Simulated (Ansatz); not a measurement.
## Single-point calculation, with input and output: CoSi₂

The run: single-point calculation of CoSi₂ (slab, 12 atoms in the cell). Method and program: DFT PBE, scalar-relativistic, plane waves, PAW, no spin polarisation (Ansatz 0.2.0).

The structure derives from a Materials Project entry. It belongs to a series of runs on one base structure; here: (1 1 1) slab cut from the bulk. Figures and captions count atoms from 1; the log counts them from 0 in places.

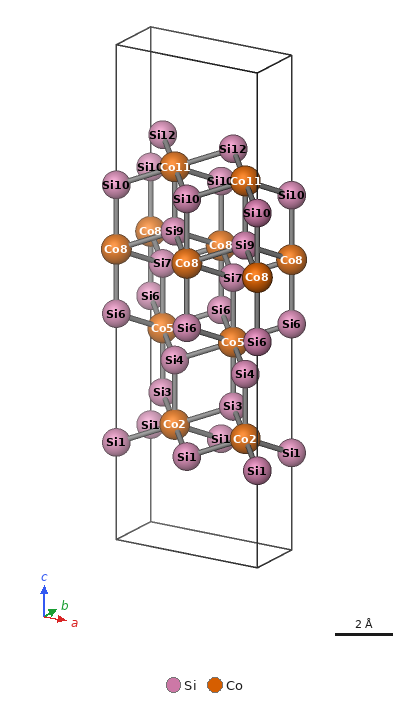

**Figure 1.** The input geometry (ball-and-stick view of the 2 × 1 repeat of the cell, with the vacuum cut short, seen slightly off an axis; atoms are numbered from 1 in the order of the input). Near neighbours in the crystal (not all of them lie inside the picture): Si has 3 Co at 2.32 Å; Co has 7 Si at 2.32 Å; Si has 4 Co at 2.32 Å; Co has 8 Si at 2.32 Å.

**Input**
```yaml
crystal:
  lattice:
    - [3.7897960487, 0.0, 0.0]
    - [-1.8948980243, 3.2820596533, 0.0]
    - [0.0, 0.0, 25.8302443066]
  atoms:
    - { symbol: Si, position: [0.0, 0.0, 0.2903573002] }
    - { symbol: Co, position: [0.6666666667, 0.3333333333, 0.3203062573] }
    - { symbol: Si, position: [0.3333333333, 0.6666666667, 0.3502552144] }
    - { symbol: Si, position: [0.6666666667, 0.3333333333, 0.4101531287] }
    - { symbol: Co, position: [0.3333333333, 0.6666666667, 0.4401020858] }
    - { symbol: Si, position: [0.0, 0.0, 0.4700510429] }
    - { symbol: Si, position: [0.3333333333, 0.6666666667, 0.5299489571] }
    - { symbol: Co, position: [0.0, 0.0, 0.5598979142] }
    - { symbol: Si, position: [0.6666666667, 0.3333333333, 0.5898468713] }
    - { symbol: Si, position: [0.0, 0.0, 0.6497447856] }
    - { symbol: Co, position: [0.6666666667, 0.3333333333, 0.6796937427] }
    - { symbol: Si, position: [0.3333333333, 0.6666666667, 0.7096426998] }
basis:
  ecutwfc: 420
kpoints:
  mp_grid: { grid: [9, 9, 1] }
hamiltonian:
  xc: pbe
scf:
  occupations: { method: gaussian, width: 0.1 }
output:
  forces: true
  stress: true
  eigenvalues: true
  write_density: true
  write_potential: true
  elf: true
  volumetric_format: npy
efield:
  axis: 3
  dipole_correction: true
  ramp_width: 0.04
```

Hardware: 4 threads of Arm Neoverse V2, 128 GiB of memory available, shared host.

Launch command:
```bash
ansatz run input.yaml --threads 4 --pin off --max-ram 8192MiB --backend cpu --events-out ev --progress --plain --runs-dir out
```

**Log**
```
Engine: ansatz 0.2.0, aarch64-unknown-linux-gnu
Pseudopotentials: kind: paw
Pseudopotential: Si, paw, valence charge 4, recommended cutoff 420 eV (normal), Si.paw.azcp
Pseudopotential: Co, paw, valence charge 17, recommended cutoff 420 eV (normal), Co.paw.azcp
Functional definition: PBE
  parameter kappa = 0.804
  parameter beta = 0.06672455060314922
  exchange = pbe_x(kappa = kappa, mu = beta*pi^2/3)
  correlation = pbe_c(beta = beta)
Crystal: 12 atoms, lattice volume = 321.285 Å³
Basis set: ecut = 420 eV, 6291 PW (Γ), exchange–correlation on 54×54×360 points (8 copies of the dense FFT grid, shifted against one another)
Bands: 62, of which v1, the nominal top of the filled ones, is band 50 counted from 1 (49 counted from 0)
Symmetry: 6 space group operations
k-points: 12 of 81 (time reversal used)
Non-local potential: Si, projectors of the file, l = 0: 2, l = 1: 2, l = 2: 2
Non-local potential: Co, projectors of the file, l = 0: 3, l = 1: 2, l = 2: 3, l = 3: 1
PAW form: soft (Blöchl's): semilocal exchange-correlation on the pseudo side does not see the compensation charge
PAW one-centre angular grid: Si, 110 points (default); XC on 64 Gauss nodes
PAW one-centre angular grid: Co, 590 points (default); XC on 64 Gauss nodes
Initial density: superposition of atomic densities (neutral atoms: chi_scale 0, normalization atom), corrected by the library's trained network
Initial wavefunctions: pseudopotential atomic-orbital guess
Functional: x = pbe(κ = 0.804, μ = 0.2195149727645171), c = pbe(β = 0.06672455060314922)
SCF iter   1: F=—  HF=-25594.385129 eV  |F-HF|=—  |Δ(HF+E_count)|=         —  Δρ=6.16e-3  dr2=5.55e-1  ethr=1.77e-3  p=0.000 e·Å  D=5.40e-14 V/Å  ΔV_dip=-0.00 eV  dr2_dipole=3.13e-8  V_vac-E_F(+/−)=4.75/4.75 eV  ⟨swp⟩=10.8  Hψ=4100  notcnv=0  defer=10
efield: sawtooth ramp at fractional position 0.9800 (placed from the atoms, in the widest stretch of the axis that holds none; the zero of the levels goes with the place), width 0.0400; the density the first Hamiltonian is built on has a dipole p = 0.000 e·Å; the dipole correction subtracts the counter field D = 5.40e-14 V/Å, which shifts the + side's vacuum level by -0.00 eV against the − side's; the planar-averaged density in the ramp window peaks in size at 9.1e-6 e/Å³
preconditioner: auto → LDOS  [metal: Δε(μ)=0.039 eV  Ē_g=6.532 eV  σ=0.100 eV  W_gap=0.22  n_scr=72 (ndim 8)  ℏωp=17.1 eV  f_vac=0.457  D(μ)=7.70/eV (n_scr^D=58)  β→1.0]
SCF iter   2: F=—  HF=-25594.361431 eV  |F-HF|=—  |Δ(HF+E_count)|=   2.37e-2  Δρ=3.62e-3  dr2=4.70e-2  ethr=5.55e-4  p=-0.000 e·Å  D=-1.12e-5 V/Å  ΔV_dip=0.00 eV  dr2_dipole=8.29e-8  V_vac-E_F(+/−)=4.89/4.89 eV  ⟨swp⟩=2.2  Hψ=1011  notcnv=0  defer=62
SCF iter   3: F=—  HF=-25594.364029 eV  |F-HF|=—  |Δ(HF+E_count)|=   2.60e-3  Δρ=3.19e-3  dr2=2.06e-2  ethr=4.70e-5  p=0.000 e·Å  D=1.94e-6 V/Å  ΔV_dip=-0.00 eV  dr2_dipole=1.83e-11  V_vac-E_F(+/−)=4.91/4.91 eV  ⟨swp⟩=2.8  Hψ=1347  notcnv=0  defer=62
SCF iter   4: F=—  HF=-25594.362606 eV  |F-HF|=—  |Δ(HF+E_count)|=   1.42e-3  Δρ=1.38e-3  dr2=4.40e-3  ethr=2.06e-5  p=0.000 e·Å  D=9.89e-7 V/Å  ΔV_dip=-0.00 eV  dr2_dipole=2.04e-11  V_vac-E_F(+/−)=4.92/4.92 eV  ⟨swp⟩=2.2  Hψ=1067  notcnv=0  defer=62
SCF iter   5: F=—  HF=-25594.362397 eV  |F-HF|=—  |Δ(HF+E_count)|=   2.08e-4  Δρ=4.05e-4  dr2=3.74e-4  ethr=4.40e-6  p=0.000 e·Å  D=7.69e-7 V/Å  ΔV_dip=-0.00 eV  dr2_dipole=2.45e-11  V_vac-E_F(+/−)=4.92/4.92 eV  ⟨swp⟩=2.0  Hψ=911  notcnv=0  defer=62
SCF iter   6: F=—  HF=-25594.362408 eV  |F-HF|=—  |Δ(HF+E_count)|=   1.04e-5  Δρ=1.13e-4  dr2=3.61e-5  ethr=3.74e-7  p=0.000 e·Å  D=3.41e-7 V/Å  ΔV_dip=-0.00 eV  dr2_dipole=5.30e-10  V_vac-E_F(+/−)=4.92/4.92 eV  ⟨swp⟩=2.1  Hψ=1027  notcnv=0  defer=62
SCF iter   7: F=—  HF=-25594.362425 eV  |F-HF|=—  |Δ(HF+E_count)|=   1.73e-5  Δρ=2.84e-5  dr2=4.93e-6  ethr=3.61e-8  p=0.000 e·Å  D=2.36e-7 V/Å  ΔV_dip=-0.00 eV  dr2_dipole=9.80e-11  V_vac-E_F(+/−)=4.92/4.92 eV  ⟨swp⟩=2.2  Hψ=1108  notcnv=0  defer=53
SCF iter   8: F=—  HF=-25594.362428 eV  |F-HF|=—  |Δ(HF+E_count)|=   3.04e-6  Δρ=3.35e-5  dr2=3.00e-6  ethr=4.93e-9  p=0.000 e·Å  D=1.02e-7 V/Å  ΔV_dip=-0.00 eV  dr2_dipole=1.29e-10  V_vac-E_F(+/−)=4.93/4.93 eV  ⟨swp⟩=2.0  Hψ=949  notcnv=0  defer=53
SCF iter   9: F=-25594.362429 eV  HF=-25594.362428 eV  |F-HF|=3.26e-7  |Δ(HF+E_count)|=   1.96e-7  Δρ=3.34e-6  dr2=2.71e-8  ethr=1.00e-10  p=0.000 e·Å  D=3.48e-8 V/Å  ΔV_dip=-0.00 eV  dr2_dipole=2.76e-12  V_vac-E_F(+/−)=4.93/4.93 eV  ⟨swp⟩=21.8  Hψ=7361  notcnv=0
SCF 1 converged in 9 iterations: F = -25594.362429 eV  dr2 = 2.71e-8
  greatest PAW one-centre occupation: 1.000 electrons in one spin orbital (limit 2), on the Co atom at site 7 (counted from 0), in its partial waves of l = 0
WARN: The output density's exchange-correlation potential varies sharply where the density is thin. Do not read a vacuum level from v_tot or v_xc, or from such a field of the output density. On a cell that repeats whose density bears no net charge and no dipole along the vacuum's axis use v_es (v_loc + v_h of the components); under efield.dipole_correction with no amplitude use v_es + v_field, which holds any external_charges[].barrier, or the levels of the report's work_function block, which leave it out; under a non-zero efield.amplitude the vacuum is tilted and has no level; on a cell that repeats and bears such a dipole with no correction it is tilted too, and efield.dipole_correction with no amplitude gives each side of its ramp a level where efield: is served; in a cell that repeats whose density bears a net charge (total_charge, or a fill off its count) it is curved and has none; of a slab under crystal.periodic whose density bears no net charge use v_es, which has a level on each side, short of where the two are joined; of another it falls or rises all the way out and has none; of a slab beside external_charges read slab_vacuum_level instead, which it has where they leave it neutral. The grid or the basis barely resolves most such structure, and the values can differ between equally converged runs; as a rule a tighter scf.convergence.dr2_threshold does not remove it. Where the density itself ripples (under the LDA too) a higher basis.ecutwfc lessens it. The files hold the spikes' plane waves up to the density's cutoff. Files: v_tot_of_output_density and the like, and their columns of v_z.tsv (output.write_potential); v_xc_of_output_density and the like, and their columns of v_comp_z.tsv (output.write_potential_components). Measured: with its Gaussian average of σ = 0.25 Å subtracted twice, the exchange-correlation potential is over 0.1 eV at 6 of the grid points where the equally averaged density (valence and model cores) is under 1e-3 e/Å³, and 0.150 eV at the most among them, at an averaged density of 1.9e-8 e/Å³. The input density's (outcome.potential() and, of a run that writes arrays, v_tot and v_xc) is over 0.1 eV, so measured, at 2645 points of its own thin density, 0.243 eV at the most. See output.write_potential in the manual, Limitations
SCF converged after 9 iterations
Free energy (F): -25594.362429 eV
Harris-Foulkes:  -25594.362428 eV  (|F-HF|=3.26e-7)
Internal energy: -25594.323122 eV  (E = F + TS)
E sigma→0 (E₀):  -25594.342775 eV
Entropy (-TS):   -0.039307 eV (-3.276 meV/atom)
Fermi energy:    3.573872 eV
Dipole field:    D = -0.000002 V/Å  (p = -0.000003 e·Å, saw-weighted, corrected)
Work function:   Φ+ = 4.9256 eV   Φ− = 4.9256 eV
Levels:          The Fermi level and band energies are counted from a zero that moves with the ramp; work functions are not
--- Per-component energies (eV) ---
  E_band       = -2047.171465
  E_kinetic    = 2176.738298
  E_local      = -104092.319287  (includes V_loc(G=0)·N_el)
  E_nonlocal   = 2008.719935
  E_hartree    = 50527.854781
  E_xc         = -1090.303830
  E_vxc        = -1212.413638  (∫ρ·V_xc dr)
  E_paw        = -10165.280682  (= ΣΔE_a)
  E_vpaw       = -1983.608598  (= ΣTr[D̂ρ^β])
  E_aug_tail   = 0.000497  (compensation charges beyond the density's cutoff)
  E_efield     = 0.000000  (sawtooth field / dipole correction)
  E_vefield    = 0.000000  (∫n·V_field dr)
  E_ewald      = 35040.267166
  E_smearing   = -0.039307  (= −TS)
  E_closure    = -0.000000  (closes the sum)
  Σ components = -25594.362429   (vs F -25594.362429, Δ=0.00e0)
--- Forces (eV/Å), atoms counted from 1 ---
  atom   1  Si    -0.00000000     0.00000000     0.61992961
  atom   2  Co    -0.00000000    -0.00000000    -0.36295041
  atom   3  Si     0.00000000    -0.00000000    -0.11040808
  atom   4  Si    -0.00000000     0.00000000    -0.22018487
  atom   5  Co     0.00000000     0.00000000     0.16648964
  atom   6  Si     0.00000000    -0.00000000    -0.08395974
  atom   7  Si     0.00000000     0.00000000     0.08395928
  atom   8  Co    -0.00000000     0.00000000    -0.16648829
  atom   9  Si     0.00000000    -0.00000000     0.22018534
  atom  10  Si     0.00000000     0.00000000     0.11040869
  atom  11  Co     0.00000000     0.00000000     0.36294874
  atom  12  Si    -0.00000000     0.00000000    -0.61993002
  max |Σ_I F_I| component: 1.01e-7 eV/Å
--- Stress (GPa, compression-positive) ---
       -1.149289      -0.000000       0.000000
       -0.000000      -1.149289       0.000000
       -0.000000       0.000000      -0.924032
  P = ⅓ Tr σ = -1.0742 GPa (-10.742 kbar)
--- Band table (eV; the first three rows and the last of 12) ---
  k-point 0: bands = ["-91.1547", "-91.1546", "-91.0058", "-91.0058", "-54.4745", "-54.4745", "-54.4743", "-54.4743", "-54.4633", "-54.4621", "-54.3264", "-54.3264", "-54.3264", "-54.3264", "-54.2965", "-54.2965", "-9.3035", "-8.6252", "-7.6282", "-6.4945", "-4.5803", "-2.9718", "-1.4420", "-0.3913", "-0.3913", "-0.1559", "-0.1559", "0.1309", "0.1309", "0.1425", "0.1425", "0.4823", "0.6216", "1.6410", "1.6410", "1.6891", "1.6891", "1.7458", "1.9754", "1.9754", "2.1257", "2.1257", "2.6970", "3.6694", "3.6694", "4.0678", "4.6936", "4.6936", "5.1242", "5.7641", "5.7641", "5.8429", "6.1866", "6.4601", "6.4666", "6.6688", "6.6688", "7.1535", "7.1535", "7.3402", "7.3402", "7.6592"]
  k-point 1: bands = ["-91.1546", "-91.1546", "-91.0058", "-91.0058", "-54.4747", "-54.4746", "-54.4746", "-54.4744", "-54.4633", "-54.4621", "-54.3266", "-54.3266", "-54.3265", "-54.3264", "-54.2965", "-54.2965", "-9.1377", "-8.4616", "-7.4683", "-6.3325", "-4.4708", "-2.9156", "-1.5208", "-0.8249", "-0.4435", "-0.3814", "-0.1315", "-0.1304", "-0.0554", "0.1789", "0.2701", "0.6936", "0.7524", "1.1924", "1.4192", "1.4807", "1.7155", "1.7472", "1.9869", "2.0144", "2.1342", "2.1384", "2.5458", "3.2227", "3.4298", "3.8773", "4.1042", "4.3107", "4.5225", "5.2630", "5.3778", "5.4912", "5.8890", "6.1282", "6.1615", "6.2833", "6.5753", "7.2568", "7.3607", "7.5219", "7.7880", "7.9687"]
  k-point 2: bands = ["-91.1546", "-91.1546", "-91.0058", "-91.0058", "-54.4753", "-54.4751", "-54.4747", "-54.4745", "-54.4631", "-54.4622", "-54.3272", "-54.3272", "-54.3266", "-54.3266", "-54.2964", "-54.2964", "-8.6453", "-7.9768", "-6.9972", "-5.8598", "-4.1848", "-2.9136", "-2.0819", "-1.6590", "-1.2223", "-0.6292", "-0.3342", "-0.2950", "-0.0646", "0.2923", "0.2927", "0.5870", "0.6859", "0.9634", "1.2001", "1.2054", "1.5783", "1.6621", "2.0058", "2.0374", "2.0793", "2.1540", "2.3390", "2.8221", "2.9469", "2.9697", "3.3902", "3.6280", "3.6620", "3.9997", "4.3637", "4.9829", "5.2065", "5.6616", "5.8853", "6.1800", "6.8800", "7.1858", "7.4572", "7.5671", "7.8701", "8.1528"]
  k-point 11: bands = ["-91.1546", "-91.1546", "-91.0057", "-91.0057", "-54.4758", "-54.4757", "-54.4757", "-54.4756", "-54.4625", "-54.4625", "-54.3277", "-54.3277", "-54.3277", "-54.3277", "-54.2963", "-54.2963", "-5.2532", "-5.2532", "-5.1380", "-4.8858", "-4.6836", "-4.6836", "-3.8842", "-3.8842", "-2.2564", "-1.8852", "-1.8852", "-1.2233", "-0.7851", "-0.7851", "-0.2279", "0.3976", "0.3976", "0.8292", "0.9634", "0.9634", "1.3761", "1.6604", "1.6604", "1.8630", "1.8630", "1.8869", "2.2548", "2.2548", "2.3491", "2.3669", "2.4469", "2.4469", "3.0285", "3.0285", "3.6176", "3.6406", "4.3155", "4.3155", "6.3342", "6.3745", "6.3745", "7.3701", "7.3701", "8.5749", "8.8627", "8.8627"]
```

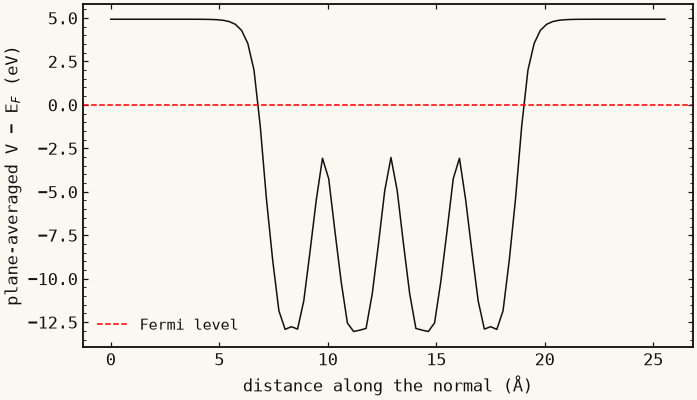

**Figure 2.** Plane average of the electrostatic potential energy of an electron across the cell, from the Fermi level. The vacuum level lies 4.93 eV above the Fermi level.

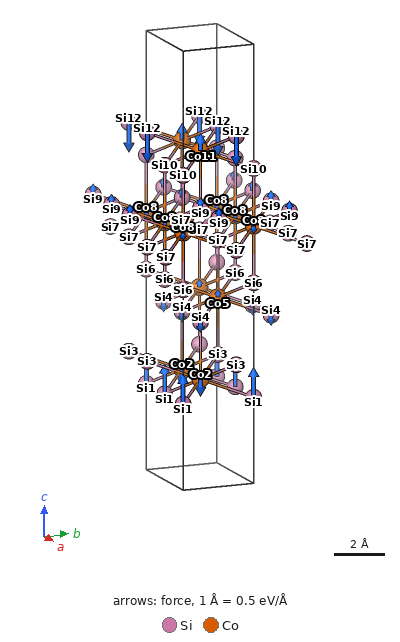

**Figure 3.** Forces on the atoms as blue arrows (ball-and-stick view of the 2 × 1 repeat of the cell, with the vacuum cut short, seen slightly off an axis; bonded neighbours outside the cell are drawn too; atoms are numbered from 1 in the order of the input). The largest act on Si1, Si12 (0.62 eV/Å); Co2, Co11 (0.36 eV/Å); Si4, Si9 (0.22 eV/Å). The geometry is not a stationary point of this energy.

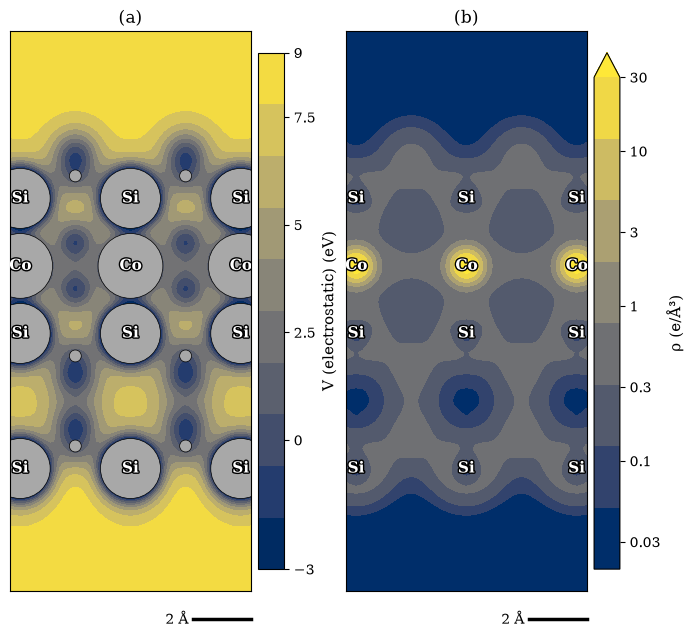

**Figure 4.** (a) electrostatic potential energy of an electron; (b) valence pseudo-density on the (100) plane of the calculation cell, a cut from vacuum to vacuum. Grey discs, where drawn, cover atomic cores. Atoms in the plane: Si and Co. Co–Si (2.32 Å): ρ is about 0.46 e/Å³ halfway. The density dies away to nearly zero in the vacuum. Core electrons are frozen (PAW), so the fields are smoothed inside the atomic spheres.

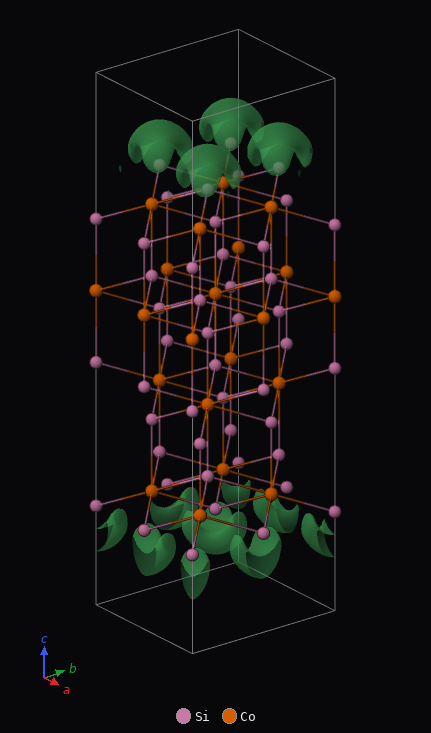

**Figure 5.** Isosurface of the ELF at 0.8 (green), seen slightly off an axis. Core shells and regions of very low density are left out. Sticks mark near contacts. Counts are for one cell; the picture repeats the cell along the surface. Profiles from the grid: Co–Si (2.32 Å): the ELF peaks at about 0.75 between the atoms.

**Results in brief**

```json
{"quantity": "outcome", "value": "converged"}
{"quantity": "electrons treated", "value": "100"}
{"quantity": "free energy", "value": "−25594.3624 eV"}
{"quantity": "work function, top face", "value": "4.93 eV"}
{"quantity": "work function, bottom face", "value": "4.93 eV"}
{"quantity": "Fermi energy", "value": "3.574 eV"}
{"quantity": "gap on the k-point mesh", "value": "none (metallic)"}
{"quantity": "work function (upper face)", "value": "4.93 eV"}
{"quantity": "largest force (length of the vector)", "value": "0.620 eV/Å"}
{"quantity": "wall time", "value": "14 s (CPU time 43 s)"}
{"quantity": "peak memory", "value": "0.81 GiB"}
```

**Remarks**

The program warns: the exchange-correlation potential is rough where the density is thin. The run has no spin polarisation, so a magnetic state may lie lower.
